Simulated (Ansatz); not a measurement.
```
CELL_PARAMETERS angstrom
5.03000 0.00000 0.00000
0.00000 5.35000 0.00000
0.00000 0.00000 5.45305
ATOMIC_POSITIONS crystal
H 0.00000 0.00000 0.00000
H 0.50000 0.50000 0.00000
H 0.50000 0.00000 0.50000
H 0.00000 0.50000 0.50000
Cl 0.50000 0.00000 0.00000
Cl 0.00000 0.50000 0.00000
Cl 0.00000 0.00000 0.50000
Cl 0.50000 0.50000 0.50000
```

Space group Fmmm; changed on purpose from its base cell (strain -0.0450 x Voigt [0, 0, 1, 0, 0, 0], atoms carried along); computed pressure about −11 GPa in this cell.

These are results of DFT PBEsol, scalar-relativistic, plane waves, PAW in Ansatz 0.2.0, not measurements.

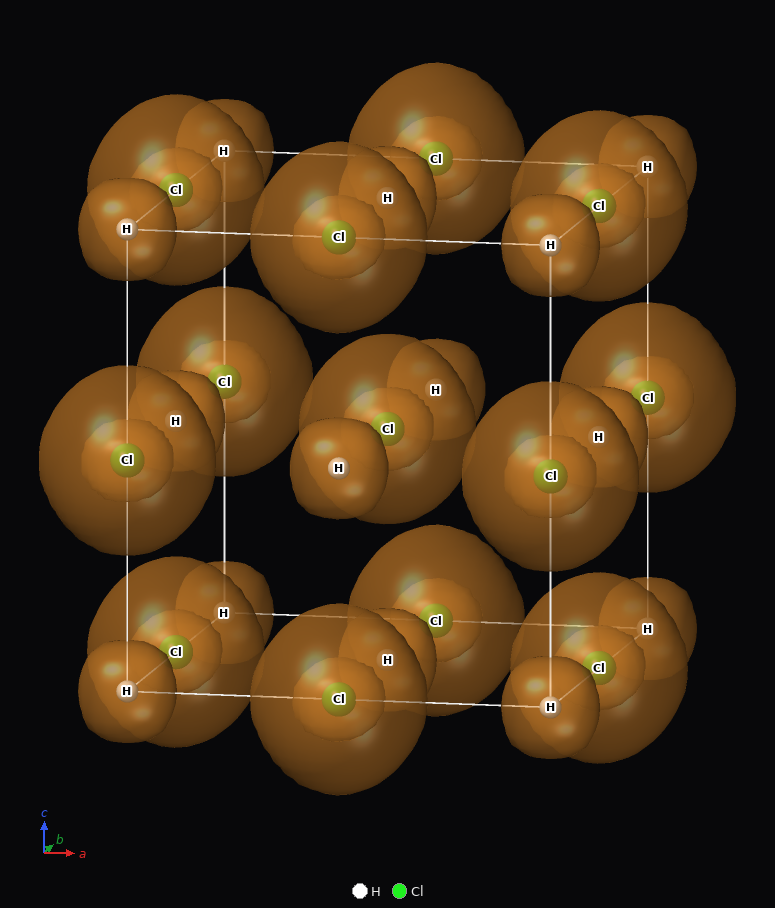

HCl. Isosurface of the electron localisation function at 0.8 (orange), seen slightly off an axis. Core shells and regions of very low density are left out.

In a PAW calculation such maps are meaningful between the atoms, not at the nuclei.

**Describe the localisation domains.**

At this value the surface marks out four regions around hydrogen nuclei and four regions wrapped around Cl (the valence shell of each), counted in one cell of 8 atoms. Any copies at cell faces, edges or corners count once. Along the contacts the grid gives the following. Cl–H (2.52 Å): the ELF climbs to about 1 towards the hydrogen, as it does in any bond to H.
